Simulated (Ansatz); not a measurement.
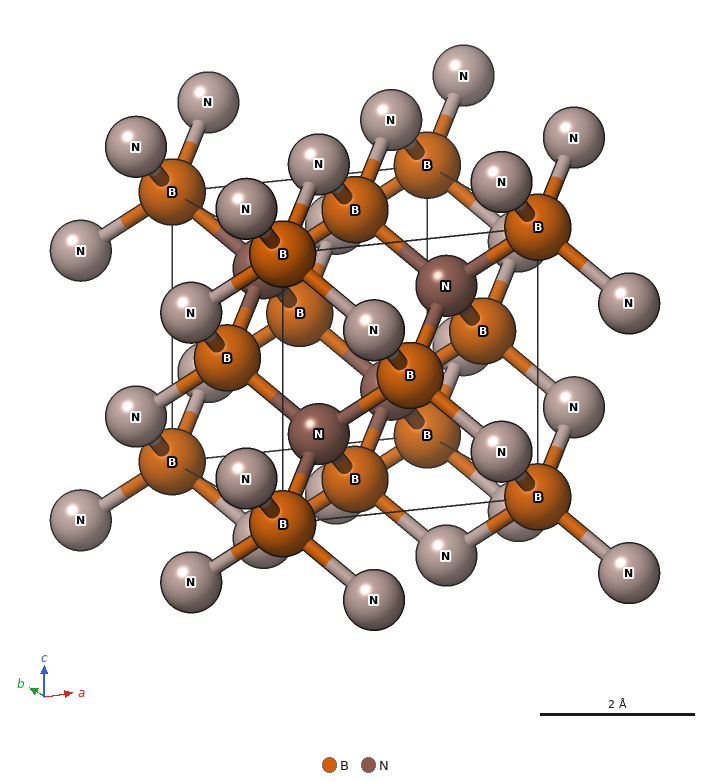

Figure 1. The input geometry (ball-and-stick view of the cell 4 times as large as that of the calculation, set on its symmetry axes, seen slightly off an axis; neighbours outside the cell are drawn fainter).

# Geometry relaxation, with input and output: BN (part 1 of 2)

The run: geometry relaxation of BN (F-43m, 2 atoms in the cell). Method and program: DFT PBE, scalar-relativistic, plane waves, PAW, no spin polarisation (Ansatz 0.2.0).

The structure derives from an entry of the Crystallography Open Database.

Input file:
```yaml
crystal:
  lattice:
    - [0.0, 1.8075, 1.8075]
    - [1.8075, 0.0, 1.8075]
    - [1.8075, 1.8075, 0.0]
  atoms:
    - { symbol: B, position: [0.0, 0.0, 0.0] }
    - { symbol: "N", position: [0.75, 0.75, 0.75] }
basis:
  ecutwfc: 420
kpoints:
  mp_grid: { grid: [12, 12, 12] }
hamiltonian:
  xc: pbe
scf:
  occupations: { method: gaussian, width: 0.02 }
output:
  forces: true
  stress: true
  eigenvalues: true
  write_density: true
  write_potential: true
  elf: true
  volumetric_format: npy
relax:
  adjacent_minimum: "off"
  f_tol: 0.005
  max_steps: 80
  cell: { stress_tol: 0.05 }
```

Run as:
```bash
ansatz run input.yaml --threads 4 --pin off --max-ram 8192MiB --backend cpu --events-out ev --progress --plain --runs-dir out
```

The program's output:
```
Engine: ansatz 0.2.0, x86_64-unknown-linux-gnu
Pseudopotentials: kind: paw
Pseudopotential: B, paw, valence charge 3, recommended cutoff 420 eV (normal), B.paw.azcp
Pseudopotential: N, paw, valence charge 5, recommended cutoff 420 eV (normal), N.paw.azcp
Functional definition: PBE
  parameter kappa = 0.804
  parameter beta = 0.06672455060314922
  exchange = pbe_x(kappa = kappa, mu = beta*pi^2/3)
  correlation = pbe_c(beta = beta)
Crystal: 2 atoms, lattice volume = 11.810 Å³
Basis set: ecut = 420 eV, 259 PW (Γ), exchange–correlation on 36×36×36 points (8 copies of the dense FFT grid, shifted against one another)
Bands: 8, of which v1, the nominal top of the filled ones, is band 4 counted from 1 (3 counted from 0)
Symmetry: 24 space group operations
Space group: F-43m (ITA 216), of the structure as read, at distance tolerance 2.3e-5 Å
k-points: 72 of 1728 (time reversal used)
Non-local potential: B, projectors of the file, l = 0: 2, l = 1: 2, l = 2: 1
Non-local potential: N, projectors of the file, l = 0: 2, l = 1: 2, l = 2: 1
PAW form: soft (Blöchl's): semilocal exchange-correlation on the pseudo side does not see the compensation charge
PAW one-centre angular grid: B, 110 points (default); XC on 64 Gauss nodes
PAW one-centre angular grid: N, 110 points (default); XC on 64 Gauss nodes
Initial density: superposition of atomic densities (neutral atoms: chi_scale 0, normalization atom), corrected by the library's trained network
Initial wavefunctions: pseudopotential atomic-orbital guess
Functional: x = pbe(κ = 0.804, μ = 0.2195149727645171), c = pbe(β = 0.06672455060314922)
SCF iter   1: F=—  HF=-542.274779 eV  |F-HF|=—  |Δ(HF+E_count)|=         —  Δρ=1.55e-3  dr2=1.41e-4  ethr=1.77e-3  ⟨swp⟩=4.9  Hψ=3735  notcnv=0
preconditioner: auto → none  [insulator: Δε(μ)=4.474 eV  Ē_g=20.012 eV  σ=0.020 eV  W_gap=1.00  n_scr=0 (ndim 8)  ℏωp=30.6 eV  f_vac=0.000  D(μ)=0.00/eV (n_scr^D=0)  ε∞_Penn≈3.3]
SCF iter   2: F=—  HF=-542.274920 eV  |F-HF|=—  |Δ(HF+E_count)|=   1.41e-4  Δρ=8.19e-4  dr2=2.21e-5  ethr=1.76e-6  ⟨swp⟩=2.0  Hψ=1439  notcnv=0
SCF iter   3: F=—  HF=-542.274969 eV  |F-HF|=—  |Δ(HF+E_count)|=   4.89e-5  Δρ=3.55e-4  dr2=5.42e-6  ethr=2.77e-7  ⟨swp⟩=2.2  Hψ=836  notcnv=0
iter 4 did not close the SCF: its close was put off for the readings that it lacked (scf_convergence_deferred on its scf_iter line)
SCF iter   4: F=-542.274983 eV  HF=-542.274983 eV  |F-HF|=1.69e-8  |Δ(HF+E_count)|=   1.39e-5  Δρ=2.41e-5  dr2=2.00e-8  ethr=6.78e-8  ⟨swp⟩=2.3  Hψ=835  notcnv=0
iter 5 did not close the SCF: its close was put off for the readings that it lacked (scf_convergence_deferred on its scf_iter line)
SCF iter   5: F=-542.274983 eV  HF=-542.274983 eV  |F-HF|=5.09e-9  |Δ(HF+E_count)|=   1.60e-8  Δρ=9.63e-6  dr2=2.76e-9  ethr=2.51e-10  ⟨swp⟩=1.7  Hψ=656  notcnv=0
SCF iter   6: F=-542.274983 eV  HF=-542.274983 eV  |F-HF|=6.71e-12  |Δ(HF+E_count)|=   5.69e-9  Δρ=8.56e-7  dr2=3.02e-11  ethr=3.46e-11  ⟨swp⟩=4.3  Hψ=2575  notcnv=0
SCF 1 converged in 6 iterations: F = -542.274983 eV  dr2 = 3.02e-11
  greatest PAW one-centre occupation: 0.787 electrons in one spin orbital (limit 2), on the N atom at site 1 (counted from 0), in its partial waves of l = 0
relax step   1: F+E_penalty+E_count = -542.27498308 eV  Δ(F+E_penalty+E_count) = +0.000e0 eV  max|allowed force component| = 4.302e-16 eV/Å  Δτ_max = 0.0000 Å  P = +3.026 GPa  Ω = 11.810 Å³  (6 SCF iters, dr2 threshold 1.00e-7 eV, accepted)
Crystal: 2 atoms, lattice volume = 11.864 Å³
Initial density: handed on by an earlier stage of this run
Initial wavefunctions: those handed on with the density
iter 1 solved again at ethr=1.64e-6 eV; its pass at ethr=3.10e-3 eV (dr2=1.31e-4 eV) is discarded
SCF iter   1: F=—  HF=-542.275378 eV  |F-HF|=—  |Δ(HF+E_count)|=         —  Δρ=1.11e-3  dr2=1.27e-4  ethr=1.64e-6  ⟨swp⟩=1.0  Hψ=4096  notcnv=0
preconditioner: auto → none  [insulator: Δε(μ)=4.459 eV  Ē_g=19.944 eV  σ=0.020 eV  W_gap=1.00  n_scr=0 (ndim 8)  ℏωp=30.5 eV  f_vac=0.000  D(μ)=0.00/eV (n_scr^D=0)  ε∞_Penn≈3.3]
SCF iter   2: F=—  HF=-542.275348 eV  |F-HF|=—  |Δ(HF+E_count)|=   3.02e-5  Δρ=4.17e-4  dr2=1.56e-5  ethr=1.59e-6  ⟨swp⟩=2.5  Hψ=866  notcnv=0
SCF iter   3: F=—  HF=-542.275345 eV  |F-HF|=—  |Δ(HF+E_count)|=   2.89e-6  Δρ=1.45e-4  dr2=2.22e-6  ethr=1.95e-7  ⟨swp⟩=2.0  Hψ=783  notcnv=0
SCF iter   4: F=-542.275345 eV  HF=-542.275345 eV  |F-HF|=1.80e-8  |Δ(HF+E_count)|=   1.10e-7  Δρ=2.24e-5  dr2=2.09e-8  ethr=2.50e-9  ⟨swp⟩=6.1  Hψ=3344  notcnv=0
SCF 2 converged in 4 iterations: F = -542.275345 eV  dr2 = 2.09e-8
relax step   2: F+E_penalty+E_count = -542.27534475 eV  Δ(F+E_penalty+E_count) = -3.617e-4 eV  max|allowed force component| = 1.897e-16 eV/Å  Δτ_max = 0.0000 Å  P = +1.247 GPa  Ω = 11.864 Å³  energy of the carried Pulay correction = -3.555e-4 eV  (4 SCF iters, dr2 threshold 2.00e-7 eV, accepted)
Crystal: 2 atoms, lattice volume = 11.902 Å³
iter 1 solved again at ethr=8.09e-7 eV; its pass at ethr=3.10e-3 eV (dr2=6.47e-5 eV) is discarded
SCF iter   1: F=—  HF=-542.275258 eV  |F-HF|=—  |Δ(HF+E_count)|=         —  Δρ=7.76e-4  dr2=6.27e-5  ethr=8.09e-7  ⟨swp⟩=1.0  Hψ=4090  notcnv=0
preconditioner: auto → none  [insulator: Δε(μ)=4.458 eV  Ē_g=19.899 eV  σ=0.020 eV  W_gap=1.00  n_scr=0 (ndim 8)  ℏωp=30.4 eV  f_vac=0.000  D(μ)=0.00/eV (n_scr^D=0)  ε∞_Penn≈3.3]
SCF iter   2: F=—  HF=-542.275246 eV  |F-HF|=—  |Δ(HF+E_count)|=   1.26e-5  Δρ=2.97e-4  dr2=7.83e-6  ethr=7.84e-7  ⟨swp⟩=2.4  Hψ=861  notcnv=0
SCF iter   3: F=—  HF=-542.275244 eV  |F-HF|=—  |Δ(HF+E_count)|=   1.28e-6  Δρ=1.04e-4  dr2=1.14e-6  ethr=9.79e-8  ⟨swp⟩=2.0  Hψ=783  notcnv=0
SCF iter   4: F=-542.275244 eV  HF=-542.275244 eV  |F-HF|=1.01e-8  |Δ(HF+E_count)|=   1.24e-8  Δρ=1.64e-5  dr2=1.12e-8  ethr=2.50e-9  ⟨swp⟩=8.8  Hψ=3934  notcnv=0
SCF 3 converged in 4 iterations: F = -542.275244 eV  dr2 = 1.12e-8
  greatest PAW one-centre occupation: 0.786 electrons in one spin orbital (limit 2), on the N atom at site 1 (counted from 0), in its partial waves of l = 0
relax step   3: F+E_penalty+E_count = -542.27524432 eV  Δ(F+E_penalty+E_count) = +1.004e-4 eV  max|allowed force component| = 6.592e-17 eV/Å  Δτ_max = 0.0000 Å  P = +0.014 GPa  Ω = 11.902 Å³  energy of the carried Pulay correction = -6.056e-4 eV  (4 SCF iters, dr2 threshold 2.00e-7 eV, accepted)
Initial wavefunctions: pseudopotential atomic-orbital guess (no wavefunctions were taken with the density)
iter 1 solved again at ethr=8.95e-9 eV; its pass at ethr=3.10e-3 eV (dr2=7.16e-7 eV) is discarded
SCF iter   1: F=—  HF=-542.275705 eV  |F-HF|=—  |Δ(HF+E_count)|=         —  Δρ=5.55e-5  dr2=6.32e-8  ethr=8.95e-9  ⟨swp⟩=3.0  Hψ=5535  notcnv=0
preconditioner: auto → none  [insulator: Δε(μ)=4.463 eV  Ē_g=19.900 eV  σ=0.020 eV  W_gap=1.00  n_scr=0 (ndim 8)  ℏωp=30.4 eV  f_vac=0.000  D(μ)=0.00/eV (n_scr^D=0)  ε∞_Penn≈3.3]
SCF iter   2: F=—  HF=-542.275708 eV  |F-HF|=—  |Δ(HF+E_count)|=   3.24e-6  Δρ=2.57e-5  dr2=1.43e-8  ethr=7.90e-10  ⟨swp⟩=2.0  Hψ=865  notcnv=0
SCF iter   3: F=—  HF=-542.275708 eV  |F-HF|=—  |Δ(HF+E_count)|=   2.65e-8  Δρ=7.95e-6  dr2=3.34e-9  ethr=1.79e-10  ⟨swp⟩=2.7  Hψ=895  notcnv=0
SCF iter   4: F=—  HF=-542.275708 eV  |F-HF|=—  |Δ(HF+E_count)|=  4.31e-10  Δρ=9.10e-7  dr2=3.92e-11  ethr=4.17e-11  ⟨swp⟩=2.8  Hψ=891  notcnv=0
SCF iter   5: F=-542.275708 eV  HF=-542.275708 eV  |F-HF|=9.09e-13  |Δ(HF+E_count)|=  4.85e-11  Δρ=1.03e-7  dr2=4.74e-13  ethr=1.00e-12  ⟨swp⟩=5.0  Hψ=2013  notcnv=0
SCF 4 converged in 5 iterations: F = -542.275708 eV  dr2 = 4.74e-13
relax step   4: F+E_penalty+E_count = -542.27570781 eV  Δ(F+E_penalty+E_count) = -4.635e-4 eV  max|allowed force component| = 9.252e-17 eV/Å  Δτ_max = 0.0000 Å  P = +0.097 GPa  Ω = 11.902 Å³  stress off target by 9.72e-2 GPa  SCF on the basis re-selected at this cell (its energy is not comparable with the rows above)  (5 SCF iters)
basis re-selected at this cell: Δ(F+E_penalty+E_count) = -4.635e-4 eV, ΔP = +0.083 GPa vs the last step (what re-selecting the basis moved, of the pressure what is left beyond the Pulay correction that the steps carried, after the strain that the cell walked since its last selection, with what the two solves' SCF thresholds leave and, on support functions, any second-order correction that the steps lacked; it is no measure of the basis error at this ecutwfc). This SCF's stress stands 9.72e-2 GPa from its target on what of the cell is left free (relax.cell.stress_tol is 5.00e-2 GPa) and its largest allowed force component is 9.25e-17 eV/Å (relax.f_tol is 5.00e-3 eV/Å): not within both, so this SCF does not close the relaxation
Crystal: 2 atoms, lattice volume = 11.905 Å³
iter 1 solved again at ethr=5.02e-9 eV; its pass at ethr=3.10e-3 eV (dr2=4.02e-7 eV) is discarded
SCF iter   1: F=—  HF=-542.275686 eV  |F-HF|=—  |Δ(HF+E_count)|=         —  Δρ=6.15e-5  dr2=3.89e-7  ethr=5.02e-9  ⟨swp⟩=1.0  Hψ=4091  notcnv=0
preconditioner: auto → none  [insulator: Δε(μ)=4.463 eV  Ē_g=19.896 eV  σ=0.020 eV  W_gap=1.00  n_scr=0 (ndim 8)  ℏωp=30.4 eV  f_vac=0.000  D(μ)=0.00/eV (n_scr^D=0)  ε∞_Penn≈3.3]
SCF iter   2: F=—  HF=-542.275689 eV  |F-HF|=—  |Δ(HF+E_count)|=   3.08e-6  Δρ=2.33e-5  dr2=4.89e-8  ethr=4.87e-9  ⟨swp⟩=2.5  Hψ=860  notcnv=0
SCF iter   3: F=-542.275689 eV  HF=-542.275689 eV  |F-HF|=1.46e-9  |Δ(HF+E_count)|=   9.21e-9  Δρ=8.08e-6  dr2=6.96e-9  ethr=2.95e-10  ⟨swp⟩=6.6  Hψ=2371  notcnv=0
SCF 5 converged in 3 iterations: F = -542.275689 eV  dr2 = 6.96e-9
relax step   5: F+E_penalty+E_count = -542.27568858 eV  Δ(F+E_penalty+E_count) = +1.922e-5 eV  max|allowed force component| = 1.284e-16 eV/Å  Δτ_max = 0.0000 Å  P = +0.002 GPa  Ω = 11.905 Å³  energy of the carried Pulay correction = -2.015e-5 eV  (3 SCF iters, dr2 threshold 2.36e-8 eV, accepted)
iter 1 solved again at ethr=7.96e-9 eV; its pass at ethr=3.10e-3 eV (dr2=6.37e-7 eV) is discarded
SCF iter   1: F=—  HF=-542.275685 eV  |F-HF|=—  |Δ(HF+E_count)|=         —  Δρ=8.10e-6  dr2=7.02e-9  ethr=7.96e-9  ⟨swp⟩=3.0  Hψ=5540  notcnv=0
SCF iter   2: F=—  HF=-542.275689 eV  |F-HF|=—  |Δ(HF+E_count)|=   3.18e-6  Δρ=4.09e-6  dr2=1.31e-9  ethr=8.77e-11  ⟨swp⟩=2.2  Hψ=852  notcnv=0
SCF iter   3: F=—  HF=-542.275689 eV  |F-HF|=—  |Δ(HF+E_count)|=  1.73e-10  Δρ=1.67e-6  dr2=3.03e-10  ethr=1.63e-11  ⟨swp⟩=2.0  Hψ=856  notcnv=0
SCF iter   4: F=-542.275689 eV  HF=-542.275689 eV  |F-HF|=1.93e-12  |Δ(HF+E_count)|=  3.07e-11  Δρ=2.79e-7  dr2=3.81e-12  ethr=1.00e-12  ⟨swp⟩=3.6  Hψ=2375  notcnv=0
SCF 6 converged in 4 iterations: F = -542.275689 eV  dr2 = 3.81e-12
relax step   6: F+E_penalty+E_count = -542.27568859 eV  Δ(F+E_penalty+E_count) = -1.121e-9 eV  max|allowed force component| = 1.457e-16 eV/Å  Δτ_max = 0.0000 Å  P = +0.003 GPa  Ω = 11.905 Å³  stress off target by 2.79e-3 GPa  SCF on the basis re-selected at this cell (its energy is not comparable with the rows above)  (4 SCF iters)
```

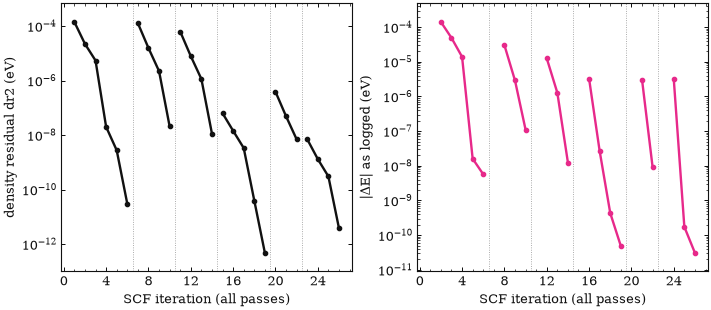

Figure 2. Convergence of the self-consistent field: density residual dr2 and size of the energy change against the SCF iteration. The dotted lines part the SCF passes of the relaxation: geometry steps, rejected trials and re-solves on a re-selected basis. The 6 passes take 3 to 6 iterations each, 26 in all.
